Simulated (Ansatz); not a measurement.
Geometry relaxation, with input and output: MoHS₄ (part 5 of 5)

Continued. System: MoHS₄ (slab, 6 atoms in the cell). Method: DFT PBEsol, scalar-relativistic, plane waves, PAW, spin-polarised (Ansatz 0.2.0); cutoff 420 eV, 9×9×1 k-mesh, Gaussian smearing of 0.05 eV, collinear spins. The structure derives from a Materials Project entry. The input holds or restrains some coordinates. Forces given for the steps count only the free coordinates. It belongs to a series of runs on one base structure; here: H put at a hollow S-S-S site.

Geometry of the input (Å; fractional positions):
```
3.1415  0.0000  0.0000
-1.5708  2.7206  0.0000
0.0000  0.0000  50.5584
S  0.3333  0.6667  0.1681
S  0.3333  0.6667  0.4494
Mo 0.0000  0.0000  0.4802
S  0.3333  0.6667  0.5110
S  0.3333  0.6667  0.7923
H  0.0000  0.0000  0.7733
```

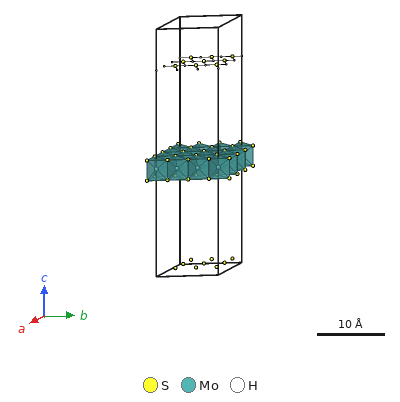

Fig. 1: The geometry at step 6 of the log (polyhedral view of the 3 × 3 repeat of the cell, with the vacuum cut short, seen slightly off an axis; polyhedra are completed across the faces of the cell).

Trajectory as extended XYZ (Å, eV, eV/Å), 10 frames, from step=1 to step=10
```
6
Lattice="3.1415 0.0000 0.0000 -1.5708 2.7206 0.0000 0.0000 0.0000 50.5584" Properties=species:S:1:pos:R:3:forces:R:3 step=1 energy=-8451.60087
S     0.0000    1.8137    8.5000    0.0000   0.0000   0.0002
S     0.0000    1.8137   22.7211    0.0000   0.0000  -0.0031
Mo    0.0000    0.0000   24.2792    0.0000   0.0000   0.0037
S     0.0000    1.8137   25.8373    0.0000   0.0000  -0.0007
S     0.0000    1.8137   40.0584    0.0000   0.0000  -1.5239
H     0.0000    0.0000   39.0984    0.0000   0.0000   1.5239
6
Lattice="3.1415 0.0000 0.0000 -1.5708 2.7206 0.0000 0.0000 0.0000 50.5584" Properties=species:S:1:pos:R:3:forces:R:3 step=2 energy=-8451.96977
S     0.0000    1.8137    8.5000    0.0000   0.0000   0.0001
S     0.0000    1.8137   22.7211    0.0000   0.0000  -0.0018
Mo    0.0000    0.0000   24.2794    0.0000   0.0000  -0.0027
S     0.0000    1.8137   25.8374    0.0000   0.0000   0.0045
S     0.0000    1.8137   39.8634    0.0000   0.0000  -0.4011
H     0.0000    0.0000   39.2934    0.0000   0.0000   0.4011
6
Lattice="3.1415 0.0000 0.0000 -1.5708 2.7206 0.0000 0.0000 0.0000 50.5584" Properties=species:S:1:pos:R:3:forces:R:3 step=3 energy=-8451.98259
S     0.0000    1.8137    8.5000    0.0000   0.0000   0.0001
S     0.0000    1.8137   22.7211    0.0000   0.0000   0.3144
Mo    0.0000    0.0000   24.2960    0.0000   0.0000  -0.0003
S     0.0000    1.8137   25.8707    0.0000   0.0000  -0.3142
S     0.0000    1.8137   39.8369    0.0000   0.0000  -0.2804
H     0.0000    0.0000   39.3198    0.0000   0.0000   0.2803
6
Lattice="3.1415 0.0000 0.0000 -1.5708 2.7206 0.0000 0.0000 0.0000 50.5584" Properties=species:S:1:pos:R:3:forces:R:3 step=4 energy=-8452.00568
S     0.0000    1.8137    8.5000    0.0000   0.0000   0.0001
S     0.0000    1.8137   22.7211    0.0000   0.0000   0.0635
Mo    0.0000    0.0000   24.2828    0.0000   0.0000  -0.0011
S     0.0000    1.8137   25.8443    0.0000   0.0000  -0.0624
S     0.0000    1.8137   39.7835    0.0000   0.0000  -0.0780
H     0.0000    0.0000   39.3722    0.0000   0.0000   0.0779
6
Lattice="3.1415 0.0000 0.0000 -1.5708 2.7206 0.0000 0.0000 0.0000 50.5584" Properties=species:S:1:pos:R:3:forces:R:3 step=5 energy=-8452.01755
S     0.0000    1.8137    8.5000    0.0000   0.0000   0.0001
S     0.0000    1.8137   22.7211    0.0000   0.0000  -0.0064
Mo    0.0000    0.0000   24.2791    0.0000   0.0000  -0.0005
S     0.0000    1.8137   25.8371    0.0000   0.0000   0.0069
S     0.0000    1.8137   39.7525    0.0000   0.0000  -0.1486
H     0.0000    0.0000   39.4025    0.0000   0.0000   0.1485
6
Lattice="3.1415 0.0000 0.0000 -1.5708 2.7206 0.0000 0.0000 0.0000 50.5584" Properties=species:S:1:pos:R:3:forces:R:3 step=6 energy=-8452.03136
S     0.0000    1.8137    8.5000    0.0000   0.0000   0.0001
S     0.0000    1.8137   22.7211    0.0000   0.0000  -0.1168
Mo    0.0000    0.0000   24.2736    0.0000   0.0000  -0.0145
S     0.0000    1.8137   25.8251    0.0000   0.0000   0.1312
S     0.0000    1.8137   39.6943    0.0000   0.0000  -0.0677
H     0.0000    0.0000   39.4912    0.0000   0.0000   0.0676
6
Lattice="3.1415 0.0000 0.0000 -1.5708 2.7206 0.0000 0.0000 0.0000 50.5584" Properties=species:S:1:pos:R:3:forces:R:3 step=7 energy=-8452.03935
S     0.0000    1.8137    8.5000    0.0000   0.0000   0.0001
S     0.0000    1.8137   22.7211    0.0000   0.0000  -0.0081
Mo    0.0000    0.0000   24.2791    0.0000   0.0000   0.0010
S     0.0000    1.8137   25.8371    0.0000   0.0000   0.0072
S     0.0000    1.8137   39.6032    0.0000   0.0000  -0.0094
H     0.0000    0.0000   39.5817    0.0000   0.0000   0.0093
6
Lattice="3.1415 0.0000 0.0000 -1.5708 2.7206 0.0000 0.0000 0.0000 50.5584" Properties=species:S:1:pos:R:3:forces:R:3 step=8 energy=-8452.03935
S     0.0000    1.8137    8.5000    0.0000   0.0000   0.0001
S     0.0000    1.8137   22.7211    0.0000   0.0000  -0.0082
Mo    0.0000    0.0000   24.2791    0.0000   0.0000   0.0010
S     0.0000    1.8137   25.8371    0.0000   0.0000   0.0071
S     0.0000    1.8137   39.6032    0.0000   0.0000  -0.0094
H     0.0000    0.0000   39.5817    0.0000   0.0000   0.0092
6
Lattice="3.1415 0.0000 0.0000 -1.5708 2.7206 0.0000 0.0000 0.0000 50.5584" Properties=species:S:1:pos:R:3:forces:R:3 step=9 energy=-8452.03849
S     0.0000    1.8137    8.5000    0.0000   0.0000   0.0001
S     0.0000    1.8137   22.7211    0.0000   0.0000   0.0025
Mo    0.0000    0.0000   24.2796    0.0000   0.0000   0.0027
S     0.0000    1.8137   25.8383    0.0000   0.0000  -0.0052
S     0.0000    1.8137   39.5508    0.0000   0.0000   0.0265
H     0.0000    0.0000   39.6325    0.0000   0.0000  -0.0266
6
Lattice="3.1415 0.0000 0.0000 -1.5708 2.7206 0.0000 0.0000 0.0000 50.5584" Properties=species:S:1:pos:R:3:forces:R:3 step=10 energy=-8452.03948
S     0.0000    1.8137    8.5000    0.0000   0.0000   0.0001
S     0.0000    1.8137   22.7211    0.0000   0.0000  -0.0005
Mo    0.0000    0.0000   24.2795    0.0000   0.0000   0.0004
S     0.0000    1.8137   25.8378    0.0000   0.0000   0.0001
S     0.0000    1.8137   39.5860    0.0000   0.0000   0.0018
H     0.0000    0.0000   39.5974    0.0000   0.0000  -0.0019
```

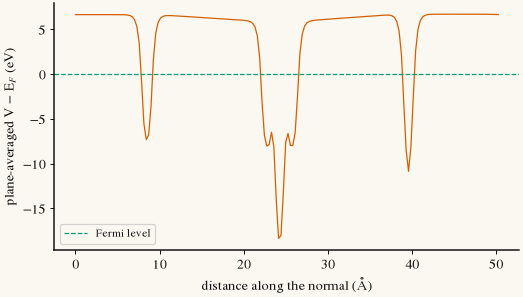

Fig. 2: Plane average of the electrostatic potential energy of an electron across the cell, from the Fermi level. The vacuum level lies 6.71 eV above the Fermi level on the upper side and 6.66 eV on the lower.

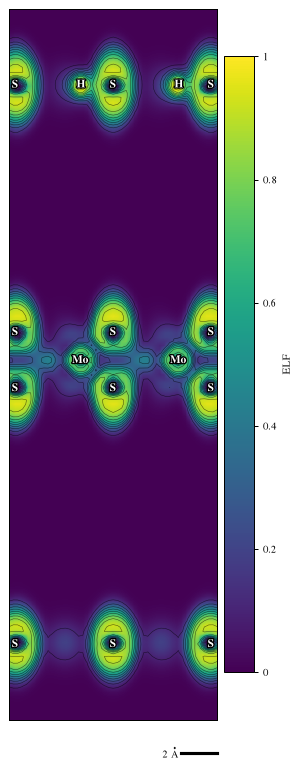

Fig. 3: Electron localisation function on the (110) plane of the calculation cell, a cut from vacuum to vacuum. The section cuts through S, Mo and H sites. Mo–S (2.39 Å): the ELF is about 0.45 at the midpoint. The strong features right at Mo lie inside the PAW spheres (semicore, d or f shells) and say nothing about bonding. Core electrons are frozen (PAW), so the fields are smoothed inside the atomic spheres.

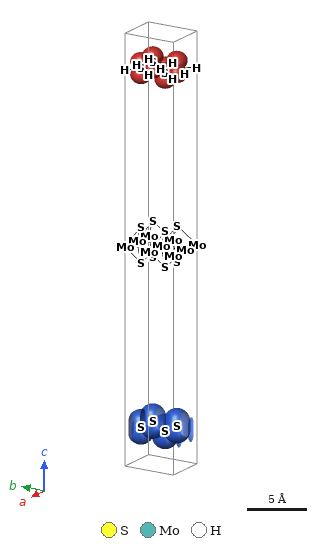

Fig. 4: Isosurfaces of the spin density (up minus down) at +0.02 (red) and −0.02 e/Å³ (blue), seen at an oblique angle. Sticks mark near contacts. The spin density sits on S: −0.7 μB in one cell of 6 atoms. The cell of the calculation (6 atoms) carries 0.4 μB net.
